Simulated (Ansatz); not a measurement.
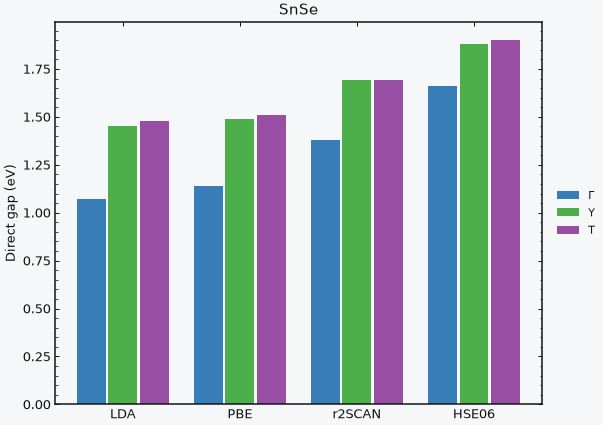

Direct gap at each named k point, by several methods on one cell of SnSe, space group Pnma (No. 62), 8 atoms in the cell, relaxed with r2SCAN+rVV10; a = 11.58 Å, b = 4.13 Å, c = 4.57 Å, α = 90.00°, β = 90.00°, γ = 90.00°. All runs are without spin-orbit coupling and carry no moments. In reduced coordinates of the cell that was run, Y is (0, 0, 0.5) and T is (0.5, 0, 0.5). The smallest gap is indirect or lies off these points.

```csv
method,program,Γ (eV),Y (eV),T (eV)
LDA,Ansatz,1.07,1.45,1.48
PBE,Ansatz,1.14,1.49,1.51
r2SCAN,Ansatz,1.38,1.69,1.69
HSE06,Ansatz,1.66,1.88,1.90
```

Question: What does PBE0 give? It was run as: PBE0, Ansatz PAW set, 2×4×4 k mesh, 420 eV cutoff, fixed occupations (Ansatz).

Answer: PBE0 keeps the long-range exact exchange that HSE06 screens off, so it lies above HSE06, here by 0.64 eV at Γ. PBE0 gives 2.30 eV at Γ, 2.46 eV at Y and 2.48 eV at T, which is +1.16 eV from PBE at Γ.

Question: Does PBE0 open these direct gaps by one amount over PBE?

Answer: The shifts are +1.16 eV at Γ, +0.97 eV at Y and +0.97 eV at T, and at points that aren't plotted +1.19 eV (X), +1.50 eV (S), +1.33 eV (Z), +1.21 eV (U) and +1.46 eV (R): over the named points that both runs hold, a spread of 0.53 eV on a mean of 1.22 eV, so one shift doesn't describe them.

Question: How do the methods rank at Γ?

Answer: From low to high: LDA 1.07, PBE 1.14, r2SCAN 1.38, HSE06 1.66, PBE0 2.30 eV.

Settings. LDA: Ansatz PAW set, 2×6×6 k mesh, 420 eV cutoff, fixed occupations (Ansatz 0.2.0). PBE: Ansatz PAW set, 2×6×6 k mesh, 420 eV cutoff, Fermi-Dirac smearing of 0.02 eV (Ansatz 0.2.0). r2SCAN: Ansatz PAW set, 2×6×6 k mesh, 500 eV cutoff, fixed occupations (Ansatz). HSE06: Ansatz PAW set, 2×4×4 k mesh, 420 eV cutoff, fixed occupations (Ansatz 0.2.0).

These are five of the 6 methods that were run on this cell. Spin-orbit coupling is left out, which matters for Sn and Se. The usual form of SnSe is layered orthorhombic. LDA, r2SCAN, HSE06 and PBE0: the PAW data sets were made with another functional. LDA, GGA and most meta-GGA functionals understate gaps. HSE06 and PBE0: the k mesh is thin for exact exchange. Over all k points computed the smallest gap is 0.56 eV in LDA, 0.64 eV in PBE, 0.92 eV in r2SCAN, 1.06 eV in HSE06 and 1.54 eV in PBE0. In reduced coordinates of the cell that was run, X is (0, 0.5, 0), S is (0, 0.5, 0.5), Z is (0.5, 0, 0), U is (0.5, 0.5, 0) and R is (0.5, 0.5, 0.5).
